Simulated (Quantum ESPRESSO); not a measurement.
# Energy of TaAs along an even scaling of the cell

System: TaAs (I4₁md, 4 atoms in the cell).
Method: Kohn-Sham DFT of a periodic cell, PBEsol, PseudoDojo 0.4.1 SR PBEsol standard, no spin polarisation (Quantum ESPRESSO 7.5).

The 7 runs differ only in the geometry, by an even scaling of the cell at fixed fractional positions. The structure derives from a Materials Project entry.

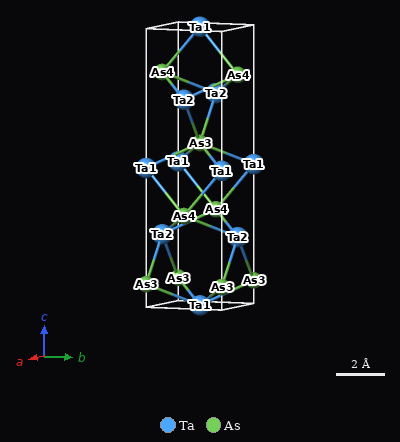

Figure 1. The structure of run 4 (ball-and-stick view of the cell 2 times as large as that of the calculation, set on its symmetry axes, seen at an oblique angle; atoms are numbered from 1 in the order of the input). An atom can appear more than once, as a periodic image.

**Input of run 4**
```
&CONTROL
  calculation = 'scf'
  prefix = 'pwscf'
  outdir = './tmp'
  pseudo_dir = './pseudo'
  tprnfor = .true.
  tstress = .true.
  disk_io = 'nowf'
/
&SYSTEM
  ibrav = 0
  nat = 4
  ntyp = 2
  ecutwfc = 84
  nbnd = 38
  occupations = 'smearing'
  smearing = 'fd'
  degauss = 0.00367493
/
&ELECTRONS
  conv_thr = 8d-10
  electron_maxstep = 120
  mixing_beta = 0.5
/
ATOMIC_SPECIES
Ta   180.9479 Ta.upf
As    74.9216 As.upf
CELL_PARAMETERS angstrom
  -1.7218133622    1.7218133622    5.8679415361
   1.7218133622   -1.7218133622    5.8679415361
   1.7218133622    1.7218133622   -5.8679415361
ATOMIC_POSITIONS crystal
Ta     0.4999673000    0.4999673000    0.0000000000
Ta     0.2499673000    0.7499673000    0.5000000000
As     0.0826321200    0.0826321200    0.0000000000
As     0.8326321200    0.3326321200    0.5000000000
K_POINTS automatic
6 6 6 0 0 0
```

Command:
```bash
OMP_NUM_THREADS=1 pw.x -in pw.in > pw.out
```

Lattice vectors (Å) and fractional positions of run 4:
```
  -1.721813    1.721813    5.867942
   1.721813   -1.721813    5.867942
   1.721813    1.721813   -5.867942
Ta  0.499967  0.499967 -0.000000
Ta  0.249967  0.749967  0.500000
As  0.082632  0.082632  0.000000
As  0.832632  0.332632  0.500000
```

Run 2 differs from it as follows:
```diff
-  -1.7218133622    1.7218133622    5.8679415361
-   1.7218133622   -1.7218133622    5.8679415361
-   1.7218133622    1.7218133622   -5.8679415361
+  -1.6985427614    1.6985427614    5.7886353071
+   1.6985427614   -1.6985427614    5.7886353071
+   1.6985427614    1.6985427614   -5.7886353071
```

**Results, with one run withheld**

| run | volume per atom (Å³) | free energy per atom, from the lowest run given (meV) | pressure (GPa) | gap on the mesh (eV) |
| --- | --- | --- | --- | --- |
| 1 | 16.353 | 19.46 | 9.03 | 0.12 |
| 2 | 16.700 | ? | ? | ? |
| 3 | 17.048 | 0.00 | 0.23 | 0.11 |
| 4 | 17.396 | 3.59 | −3.49 | 0.11 |
| 5 | 17.744 | 14.84 | −6.83 | 0.10 |
| 6 | 18.092 | 32.96 | −9.82 | 0.10 |
| 7 | 18.440 | 57.23 | −12.50 | 0.10 |

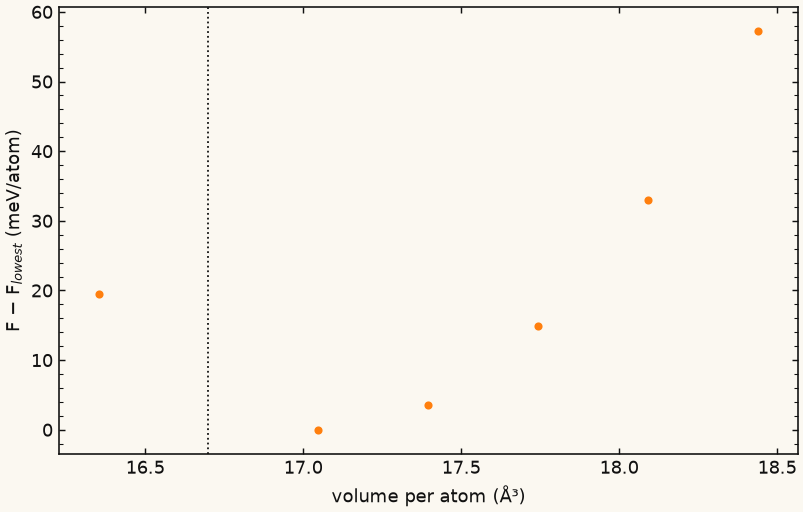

Figure 2. Free energy per atom of the runs given; the dotted line marks run 2.

Estimate the energy of run 2 from the others.

A cubic polynomial in V^(−2/3) (the Birch–Murnaghan form), fitted to the 6 runs given, misses them by under 0.01 meV per atom. With x = V^(−2/3) − 0.14842 Å⁻², it reads F = 5.8753 − 4862.9 x + 1.0001e+06 x² + 1.423e+06 x³ (meV per atom). At run 2 it gives 4.98 meV per atom, and the run itself gives 4.96. The slope of the fit gives a pressure −dF/dV of 4.41 GPa there, and the run prints 4.39 GPa. The fit has its minimum at 17.070 Å³ per atom, where V d²F/dV² gives 192 GPa. Cell shape and fractional positions are held, so this is the stiffness under even scaling; the relaxed bulk modulus wasn't computed.

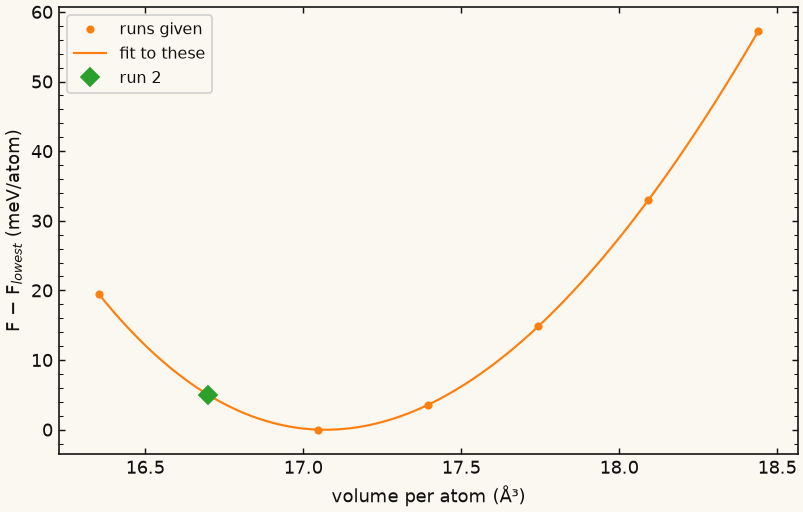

Figure 3. The fit and the withheld run.

**Some lines of the output (run 2)**
```
[...]
     unit-cell volume          =     450.8019 (a.u.)^3
     number of k points=    30  Fermi-Dirac smearing, width (Ry)=  0.0037
     total energy              =    -684.22028672 Ry
     total energy              =    -684.23267548 Ry
     total energy              =    -684.23427291 Ry
     total energy              =    -684.23437090 Ry
     total energy              =    -684.23437948 Ry
     total energy              =    -684.23438069 Ry
     total energy              =    -684.23438076 Ry
     the Fermi energy is    17.7673 ev
!    total energy              =    -684.23438076 Ry
     The total energy is F=E-TS. E is the sum of the following terms:
     Computing stress (Cartesian axis) and pressure
          total   stress  (Ry/bohr**3)                   (kbar)     P=       43.89
```

Notes: Points of doubt noted for this run: coarse mesh. Spin–orbit coupling is left out, which matters for Ta.
